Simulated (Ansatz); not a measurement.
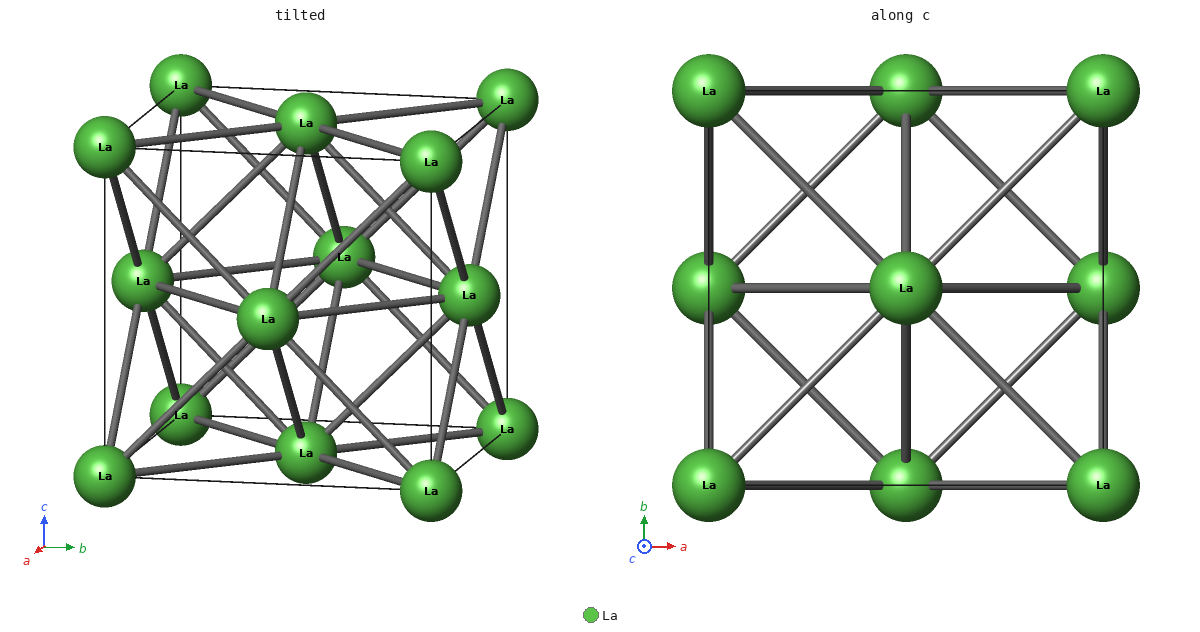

Crystal structure, ball-and-stick style, seen slightly off an axis and along the c axis. The outline marks the conventional unit cell.

La, face-centred cubic (Cu type), space group Fm-3m (No. 225), a = 5.280 Å, b = 5.280 Å, c = 5.280 Å, α = 90.00°, β = 90.00°, γ = 90.00°. Origin of the cell: a random cell made by a generator, so it need not be a real form of the element. Earlier steps of the study may have refined or changed the cell and positions. Ansatz was used for an electronic-structure calculation on it.

This one geometry was computed with Ansatz (DFT, plane waves, PAW) at three levels of theory: PBE, LDA and r2SCAN.

Question: Which level gives the highest pressure at this volume, and what does that say about its equilibrium volume?

Answer: Highest: PBE (0.0 GPa) and r2SCAN (0.1 GPa), which points to the largest equilibrium volume. Lowest, with the smallest volume: LDA (-3.4 GPa). Levels within 0.5 GPa of each other can't be told apart.

Question: How does the band gap change with the level of theory?

Answer: All levels give a metal.

Question: Collect the results in a table.

Answer:
| level | cutoff (eV) | k-mesh of the run's cell | gap (eV) | pressure (GPa) |
| --- | --- | --- | --- | --- |
| PBE | 420 | 18×18×18 | metal | 0.0 |
| LDA | 420 | 18×18×18 | metal | -3.4 |
| r2SCAN | 500 | 18×18×18 | metal | 0.1 |

Gaps are taken on the k-mesh or band path of each run.
